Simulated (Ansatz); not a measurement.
PtSe$_{2}$: geometry relaxation (part 1 of 2)

The run: geometry relaxation of PtSe$_{2}$ (P-3m1, 3 atoms in the cell). Method and program: DFT PBEsol, scalar-relativistic, plane waves, PAW, no spin polarisation (Ansatz 0.2.0).

The structure derives from an entry of the Crystallography Open Database.

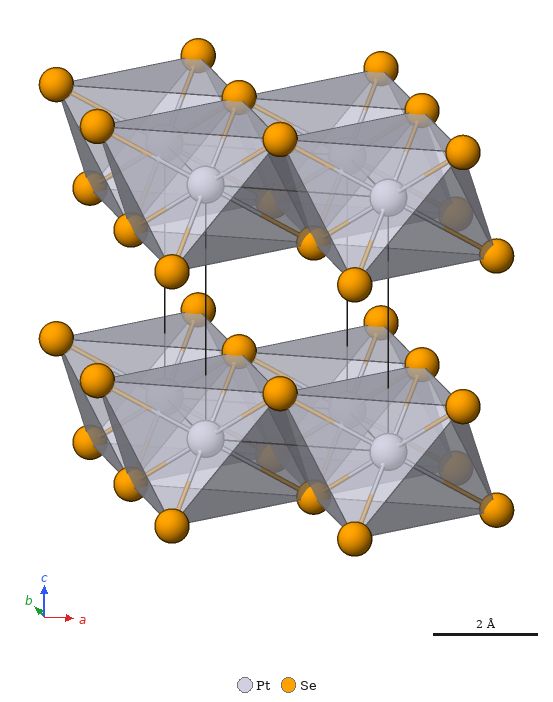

Figure 1. The starting structure (polyhedral view of the cell of the calculation, seen slightly off an axis; polyhedra are completed across the faces of the cell). An atom can appear more than once, as a periodic image.

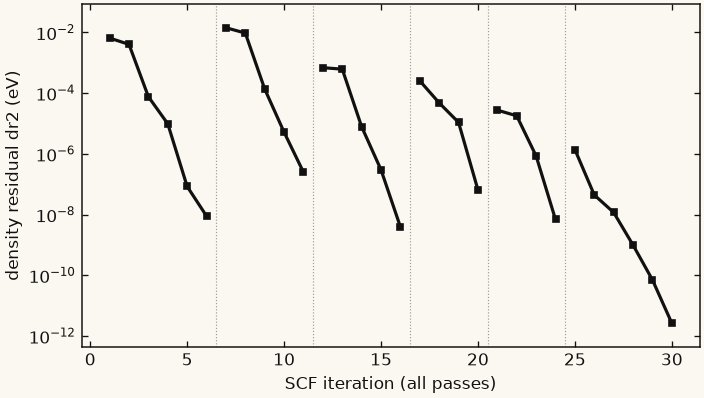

Figure 2. Convergence of the self-consistent field: density residual dr2 against the SCF iteration. The dotted lines part the SCF passes of the relaxation: geometry steps, rejected trials and re-solves on a re-selected basis. The 6 passes take 4 to 6 iterations each, 30 in all.

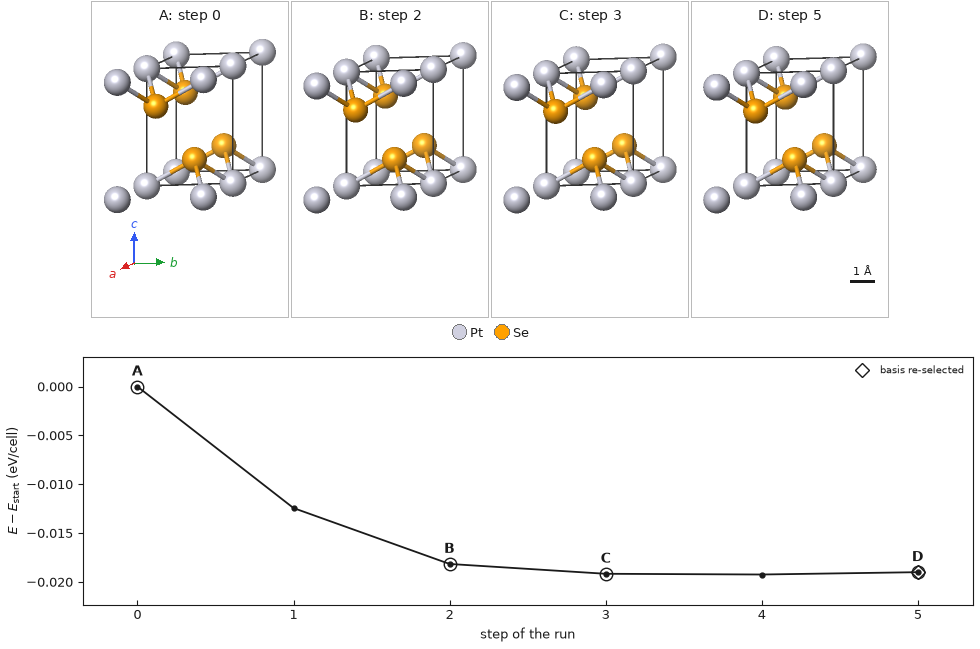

Figure 3. Frames of the relaxation (ball-and-stick view of the cell of the calculation, repeated 2 × 1 × 1, seen slightly off an axis) above the curves, on which the letters mark them (the first geometry is step 0 here and step 1 in the log).

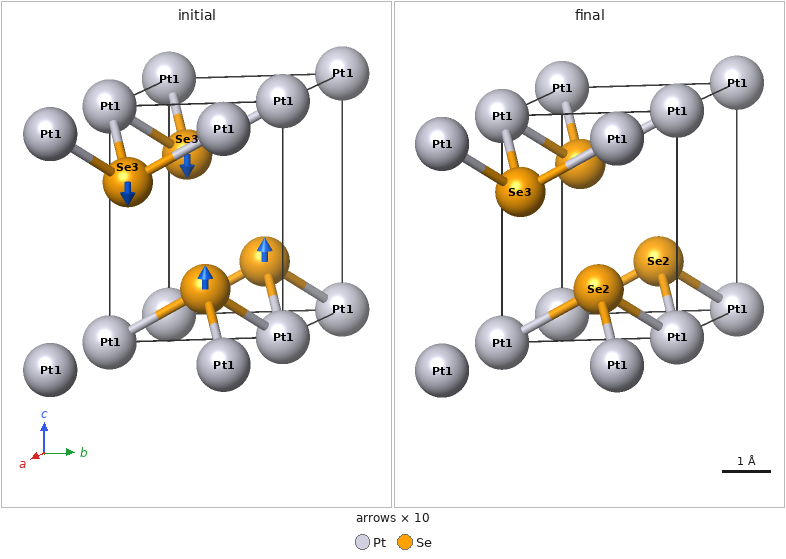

Figure 4. Before (left) and after (right) the relaxation, at one scale (ball-and-stick view of the cell of the calculation, repeated 2 × 1 × 1, seen slightly off an axis). The blue arrows give the displacements (without the part carried along by the change of the cell), magnified 10 times. The largest moves relative to the cell, 0.052 Å, are those of Se2 and Se3. Pt stays in place. The volume changes by −2.0 %, with a = b 3.724 → 3.761 Å (+1.0 %), c 5.062 → 4.863 Å (−3.9 %). Among the contacts that change: Pt1–Se2 2.495 → 2.514 Å. The space group stays P-3m1 (No. 164). The energy falls by 19.2 meV per cell of the calculation in 4 geometry steps. The largest force component goes from 0.3 to 0.0014 eV/Å. The pressure goes from 2.13 to −0.02 GPa. A last SCF at the same geometry on a re-selected plane-wave basis shifts the energy by +0.2 meV per cell of the calculation. (Atoms are counted from 1 in the order of the input.)

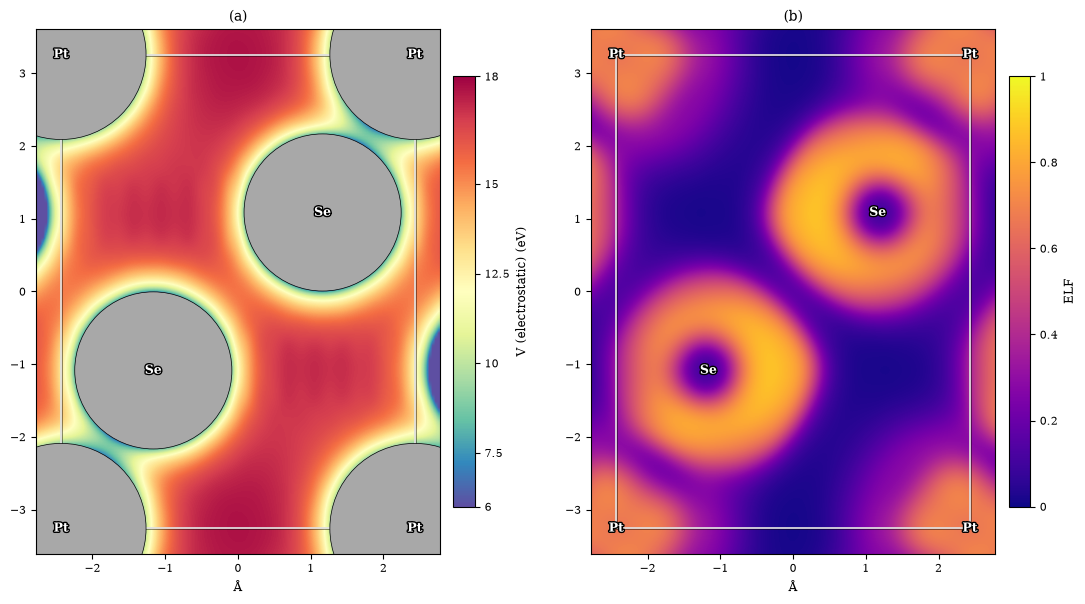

Figure 5. (a) electrostatic potential energy of an electron; (b) ELF on the (110) plane of the conventional cell. Grey discs, where drawn, cover atomic cores. Pt–Se (2.51 Å): the ELF is about 0.50 at the midpoint. The strong features right at Pt lie inside the PAW spheres (semicore, d or f shells) and say nothing about bonding. Outside the cores the potential energy rises away from the atoms and is highest about 2.4 Å from the nearest atoms; outside the discs it spans about 11 eV, and its zero is arbitrary. Core electrons are frozen (PAW), so the fields are smoothed inside the atomic spheres.

The input and output of the run follow.

Input
```yaml
crystal:
  lattice:
    - [3.7240006046, 0.0, 0.0]
    - [-1.8620003023, 3.2250791273, 0.0]
    - [0.0, 0.0, 5.062]
  atoms:
    - { symbol: Pt, position: [0.0, 0.0, 0.0] }
    - { symbol: Se, position: [0.3333333333, 0.6666666667, 0.25] }
    - { symbol: Se, position: [0.6666666667, 0.3333333333, 0.75] }
basis:
  ecutwfc: 420
kpoints:
  mp_grid: { grid: [12, 12, 8] }
hamiltonian:
  xc: pbesol
scf:
  occupations: { method: gaussian, width: 0.1 }
output:
  forces: true
  stress: true
  eigenvalues: true
  write_density: true
  write_potential: true
  elf: true
  volumetric_format: npy
relax:
  adjacent_minimum: "off"
  f_tol: 0.005
  max_steps: 80
  cell: { stress_tol: 0.05 }
```

Launch command:
```bash
ansatz run input.yaml --threads 2 --pin off --max-ram 5120MiB --backend cpu --events-out ev --progress --plain --runs-dir out
```

Log
```
Engine: ansatz 0.2.0, x86_64-unknown-linux-gnu
Pseudopotentials: kind: paw
Pseudopotential: Pt, paw, valence charge 18, recommended cutoff 420 eV (normal), Pt.paw.azcp
Pseudopotential: Se, paw, valence charge 16, recommended cutoff 420 eV (normal), Se.paw.azcp
Functional definition: PBEsol
  exchange = pbesol_x
  correlation = pbesol_c
Crystal: 3 atoms, lattice volume = 60.796 Å³
Basis set: ecut = 420 eV, 1205 PW (Γ), exchange–correlation on 50×50×72 points (8 copies of the dense FFT grid, shifted against one another)
Bands: 30, of which v1, the nominal top of the filled ones, is band 25 counted from 1 (24 counted from 0)
Symmetry: 12 space group operations
Space group: P-3m1 (ITA 164), of the structure as read, at distance tolerance 3.9e-5 Å
k-points: 131 of 1152
Non-local potential: Pt, projectors of the file, l = 0: 3, l = 1: 2, l = 2: 2, l = 3: 1
Non-local potential: Se, projectors of the file, l = 0: 2, l = 1: 2, l = 2: 3, l = 3: 1
PAW form: soft (Blöchl's): semilocal exchange-correlation on the pseudo side does not see the compensation charge
PAW frozen core: Pt, regenerated for the run's functional, and the local potential with it (the file was generated under x = pbe(κ = 0.804, μ = 0.2195149727645171), c = pbe(β = 0.06672455060314922))
PAW frozen core: Se, regenerated for the run's functional, and the local potential with it (the file was generated under x = pbe(κ = 0.804, μ = 0.2195149727645171), c = pbe(β = 0.06672455060314922))
PAW one-centre angular grid: Pt, 590 points (default); XC on 64 Gauss nodes
PAW one-centre angular grid: Se, 590 points (default); XC on 64 Gauss nodes
Initial density: superposition of atomic densities (neutral atoms: chi_scale 0, normalization atom), corrected by the library's trained network
Initial wavefunctions: pseudopotential atomic-orbital guess
Functional: x = pbesol(κ = 0.804, μ = 0.12345679012345678), c = pbesol(β = 0.046)
SCF iter   1: F=—  HF=-23233.451577 eV  |F-HF|=—  |Δ(HF+E_count)|=         —  Δρ=3.40e-3  dr2=6.49e-3  ethr=1.77e-3  ⟨swp⟩=5.4  Hψ=15045  notcnv=0
preconditioner: auto → LDOS  [metal: Δε(μ)=0.026 eV  Ē_g=10.139 eV  σ=0.100 eV  W_gap=0.14  n_scr=22 (ndim 8)  ℏωp=22.3 eV  f_vac=0.035  D(μ)=0.72/eV (n_scr^D=2)  β→1.0]
SCF iter   2: F=—  HF=-23233.453263 eV  |F-HF|=—  |Δ(HF+E_count)|=   1.69e-3  Δρ=2.34e-3  dr2=4.02e-3  ethr=1.30e-5  ⟨swp⟩=2.0  Hψ=8601  notcnv=0  defer=71
SCF iter   3: F=—  HF=-23233.451510 eV  |F-HF|=—  |Δ(HF+E_count)|=   1.75e-3  Δρ=3.22e-4  dr2=7.59e-5  ethr=8.04e-6  ⟨swp⟩=2.0  Hψ=6979  notcnv=0  defer=71
SCF iter   4: F=—  HF=-23233.451501 eV  |F-HF|=—  |Δ(HF+E_count)|=   8.53e-6  Δρ=9.69e-5  dr2=9.73e-6  ethr=1.52e-7  ⟨swp⟩=2.1  Hψ=5375  notcnv=0  defer=71
iter 5 did not close the SCF: its close was put off for the readings that it lacked (scf_convergence_deferred on its scf_iter line)
SCF iter   5: F=-23233.451501 eV  HF=-23233.451501 eV  |F-HF|=9.17e-8  |Δ(HF+E_count)|=   4.85e-7  Δρ=1.53e-5  dr2=8.39e-8  ethr=1.95e-8  ⟨swp⟩=2.0  Hψ=5007  notcnv=0  defer=71
SCF iter   6: F=-23233.451501 eV  HF=-23233.451501 eV  |F-HF|=3.03e-9  |Δ(HF+E_count)|=   1.06e-7  Δρ=3.97e-6  dr2=8.87e-9  ethr=1.68e-10  ⟨swp⟩=7.8  Hψ=26230  notcnv=0
SCF 1 converged in 6 iterations: F = -23233.451501 eV  dr2 = 8.87e-9
  greatest PAW one-centre occupation: 1.000 electrons in one spin orbital (limit 2), on the Pt atom at site 0 (counted from 0), in its partial waves of l = 0
relax step   1: F+E_penalty+E_count = -23233.45150108 eV  Δ(F+E_penalty+E_count) = +0.000e0 eV  max|allowed force component| = 3.049e-1 eV/Å  Δτ_max = 0.0000 Å  P = +2.126 GPa  Ω = 60.796 Å³  (6 SCF iters, dr2 threshold 1.00e-7 eV, accepted)
Crystal: 3 atoms, lattice volume = 60.417 Å³
Basis set: ecut = 420 eV, 1181 PW (Γ), exchange–correlation on 50×50×72 points (8 copies of the dense FFT grid, shifted against one another)
Initial density: handed on by an earlier stage of this run
Initial wavefunctions: those handed on with the density
iter 1 solved again at ethr=2.86e-5 eV; its pass at ethr=3.10e-3 eV (dr2=1.43e-2 eV) is discarded
SCF iter   1: F=—  HF=-23233.467181 eV  |F-HF|=—  |Δ(HF+E_count)|=         —  Δρ=4.80e-3  dr2=1.42e-2  ethr=2.86e-5  ⟨swp⟩=1.0  Hψ=20712  notcnv=0
preconditioner: auto → LDOS  [metal: Δε(μ)=0.019 eV  Ē_g=10.006 eV  σ=0.100 eV  W_gap=0.10  n_scr=22 (ndim 8)  ℏωp=22.4 eV  f_vac=0.024  D(μ)=0.87/eV (n_scr^D=2)  β→1.0]
SCF iter   2: F=—  HF=-23233.466286 eV  |F-HF|=—  |Δ(HF+E_count)|=   8.94e-4  Δρ=2.73e-3  dr2=9.47e-3  ethr=2.85e-5  ⟨swp⟩=2.0  Hψ=7031  notcnv=0
SCF iter   3: F=—  HF=-23233.463991 eV  |F-HF|=—  |Δ(HF+E_count)|=   2.30e-3  Δρ=3.55e-4  dr2=1.36e-4  ethr=1.89e-5  ⟨swp⟩=2.1  Hψ=5554  notcnv=0
SCF iter   4: F=—  HF=-23233.463934 eV  |F-HF|=—  |Δ(HF+E_count)|=   5.72e-5  Δρ=1.00e-4  dr2=5.14e-6  ethr=2.71e-7  ⟨swp⟩=2.1  Hψ=6733  notcnv=0
SCF iter   5: F=-23233.463934 eV  HF=-23233.463934 eV  |F-HF|=5.18e-8  |Δ(HF+E_count)|=   5.93e-7  Δρ=2.17e-5  dr2=2.47e-7  ethr=6.00e-10  ⟨swp⟩=8.0  Hψ=30815  notcnv=0
SCF 2 converged in 5 iterations: F = -23233.463934 eV  dr2 = 2.47e-7
relax step   2: F+E_penalty+E_count = -23233.46393357 eV  Δ(F+E_penalty+E_count) = -1.243e-2 eV  max|allowed force component| = 2.057e-1 eV/Å  Δτ_max = 0.0556 Å  P = -1.208 GPa  Ω = 60.417 Å³  energy of the carried Pulay correction = +7.789e-5 eV  (5 SCF iters, dr2 threshold 3.00e-7 eV, accepted)
Crystal: 3 atoms, lattice volume = 60.100 Å³
iter 1 solved again at ethr=1.73e-6 eV; its pass at ethr=3.10e-3 eV (dr2=8.65e-4 eV) is discarded
SCF iter   1: F=—  HF=-23233.469786 eV  |F-HF|=—  |Δ(HF+E_count)|=         —  Δρ=1.13e-3  dr2=6.85e-4  ethr=1.73e-6  ⟨swp⟩=2.6  Hψ=22063  notcnv=0
preconditioner: auto → LDOS  [metal: Δε(μ)=0.020 eV  Ē_g=10.046 eV  σ=0.100 eV  W_gap=0.11  n_scr=22 (ndim 8)  ℏωp=22.5 eV  f_vac=0.023  D(μ)=0.83/eV (n_scr^D=2)  β→1.0]
SCF iter   2: F=—  HF=-23233.469829 eV  |F-HF|=—  |Δ(HF+E_count)|=   4.26e-5  Δρ=6.20e-4  dr2=6.15e-4  ethr=1.37e-6  ⟨swp⟩=3.0  Hψ=7496  notcnv=0
SCF iter   3: F=—  HF=-23233.469662 eV  |F-HF|=—  |Δ(HF+E_count)|=   1.67e-4  Δρ=1.07e-4  dr2=7.80e-6  ethr=1.23e-6  ⟨swp⟩=2.0  Hψ=5100  notcnv=0
SCF iter   4: F=—  HF=-23233.469656 eV  |F-HF|=—  |Δ(HF+E_count)|=   6.14e-6  Δρ=2.50e-5  dr2=2.96e-7  ethr=6.00e-10  ⟨swp⟩=8.7  Hψ=33931  notcnv=0
SCF iter   5: F=-23233.469656 eV  HF=-23233.469656 eV  |F-HF|=3.65e-9  |Δ(HF+E_count)|=   6.54e-8  Δρ=3.70e-6  dr2=3.90e-9  ethr=5.92e-10  ⟨swp⟩=6.9  Hψ=28085  notcnv=0
SCF 3 converged in 5 iterations: F = -23233.469656 eV  dr2 = 3.90e-9
relax step   3: F+E_penalty+E_count = -23233.46965589 eV  Δ(F+E_penalty+E_count) = -5.722e-3 eV  max|allowed force component| = 3.912e-2 eV/Å  Δτ_max = 0.0081 Å  P = -0.462 GPa  Ω = 60.100 Å³  energy of the carried Pulay correction = +1.435e-4 eV  (5 SCF iters, dr2 threshold 3.00e-7 eV, accepted)
```
